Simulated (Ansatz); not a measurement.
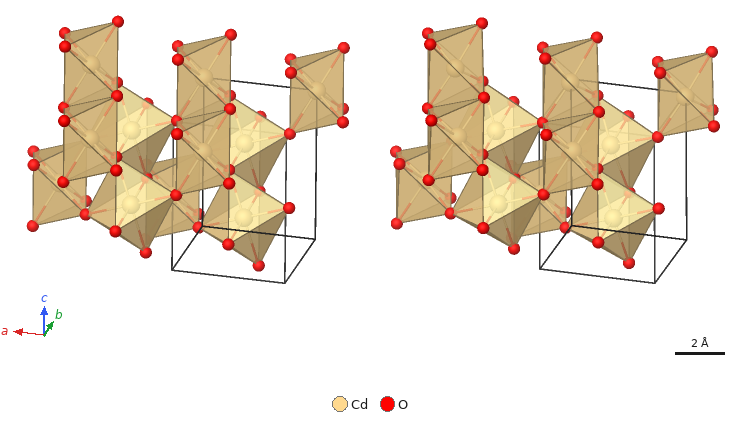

Two geometries of crystalline CdO2 (built on the MgF2-58 type type), drawn at one scale. One is the start of a relaxation, the other its converged end. A polyhedral model of the cell of the calculation, repeated 2 × 1 × 1 with one cell outlined, seen from a free direction.

Method: DFT, PBEsol, plane waves, PAW in Ansatz. Set-up: plane-wave cutoff 420 eV; k-point mesh 4 × 4 × 4; occupations fermi dirac; smearing width 0.05 eV; no spin polarisation; cell and atoms relaxed; force threshold 0.01 eV/Å; at most 120 steps.

**Which geometry has the lower energy?**

The left one is the relaxed one. Case: shaken. After 4 accepted moves (6 points after the start) the energy has fallen by 62.6 meV per atom. Largest force component: 2.9 eV/Å at the start, 0.00095 eV/Å at the end. The pressure goes from 1.16 to 0.01 GPa. At 2 points the geometry stayed and the basis and grid were re-selected for the new cell (energy shift of 0.5 meV per atom at most each time). The atom that moves furthest relative to the cell is a Cd atom (0.17 Å along [0 2 1]). Largest moves by element: Cd 0.17 Å, O 0.13 Å. The drawn cell changes as follows: a 4.907 → 4.830 Å (−1.6 %), b 4.877 → 4.827 Å (−1.0 %), c 6.599 → 6.678 Å (+1.2 %), α 91.0° → 90.0°, β 88.5° → 90.0°, γ 91.1° → 90.0°; the volume changes by −1.3 %. Near-neighbour distances that change, for instance: Cd–O 1.934 → 2.092 Å, Cd–O 2.241 → 2.092 Å, Cd–O 2.285 → 2.153 Å, Cd–O 2.035 → 2.154 Å. Among the angles between lasting bonds that change: O–Cd–O 168.6° → 180.0°, O–Cd–O 83.6° → 74.1°, O–Cd–O 171.1° → 180.0°. The space group (tolerance 0.01 Å) goes from P1 (No. 1) to P4_2/mnm (No. 136).
